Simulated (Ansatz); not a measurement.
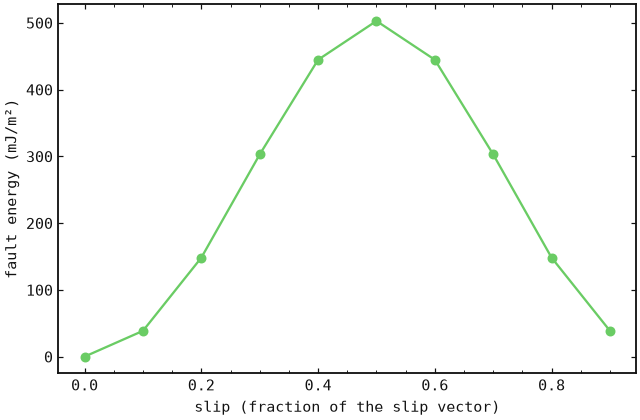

The figure shows the fault energy against slip for PtSe₂, space group P-3m1 (No. 164).

The given structure:
```xyz
6
Lattice="-3.7240 0.0000 0.0000 -1.8620 -3.2251 0.0000 0.0000 0.0000 10.1240" Properties=species:S:1:pos:R:3 pbc="T T T"
Pt    0.0000    0.0000    7.5930
Pt    0.0000    0.0000    2.5310
Se   -1.8620   -1.0750    8.8585
Se   -1.8620   -1.0750    3.7965
Se   -3.7240   -2.1501    1.2655
Se   -3.7240   -2.1501    6.3275
```

How it was computed, with Ansatz 0.2.0: rigid slide of a crystal across a plane by tilting cell vector c, one fault a cell, unrelaxed, by plane-wave density functional theory with PAW datasets, free energies less that of the undisturbed cell; scalar-relativistic. Level: PBE with D3(BJ), no spin polarisation.

wave cutoff 420 eV; k mesh 14×14×5; occupations Gaussian; smearing width 0.15 eV; k shift (0, 0, 0) (mesh steps); start as given; height of the cut 0 (fraction of cell vector c); slip vector (1, 0) (multiples of cell vectors a and b).

The points at slip 0.6, 0.7, 0.8 and 0.9 follow from computed ones by symmetry.

Question: How high is the barrier to slip, and is there a metastable fault?

Answer: The highest fault energy among the points, the barrier to rigid slip along this vector, is 503 mJ/m² at slip 0.5; no local minimum, hence no metastable fault, shows among the points.

Question: What does the calculation give for the spacing at cut?

Answer: 2.53 Å.

Caveats: reference crystal is not relaxed.
